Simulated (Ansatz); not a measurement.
Tl

Input

```
crystal:
  lattice:
    - [3.4559983565, 0.0, 0.0]
    - [-1.7279991783, 2.9929823722, 0.0]
    - [0.0, 0.0, 5.386875]
  atoms:
    - { symbol: Tl, position: [0.3333333333, 0.6666666667, 0.25] }
    - { symbol: Tl, position: [0.6666666667, 0.3333333333, 0.75] }
basis:
  ecutwfc: 420
kpoints:
  mp_grid: { grid: [18, 18, 10] }
hamiltonian:
  xc: pbe
scf:
  occupations: { method: gaussian, width: 0.15 }
output:
  forces: true
  stress: true
  eigenvalues: true
  write_density: true
  write_potential: true
  elf: true
  volumetric_format: npy
```

Command:

```sh
ansatz run input.yaml --threads 1 --pin off --max-ram 2560MiB --backend cpu --events-out ev --progress --plain --runs-dir out
```

Below, planes, directions and counts refer to the conventional cell (a = 3.46 Å, b = 3.46 Å, c = 5.39 Å, α = 90.00°, β = 90.00°, γ = 120.00°).

Space group P6₃/mmc; changed on purpose from its base cell (strain +0.000 along x and y, -0.025 along z, atoms carried along); computed pressure about 4 GPa in this cell.

Level of theory: Ansatz, DFT PBE, scalar-relativistic, plane waves, PAW.

**What can the converged valence pseudo-density and electron localisation function tell about the bonding?**

Tl–Tl (3.46 Å): the density is about 0.11 e/Å³ at the midpoint; the ELF is about 0.15 at the midpoint; no localised pair shows between them.

**Does the calculation give a band gap?**

It is gapless in this calculation (a metal or semimetal).

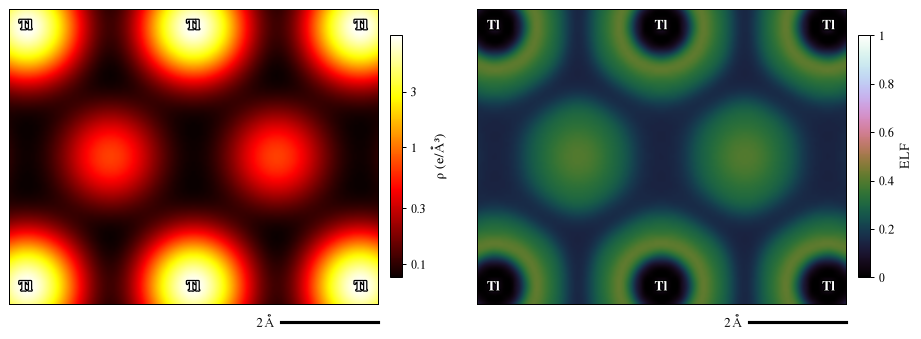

Computed valence pseudo-density and electron localisation function on the (010) plane of the conventional cell, in this order. 

The density is the valence pseudo-density of a PAW calculation; it isn't the true density close to the nuclei.
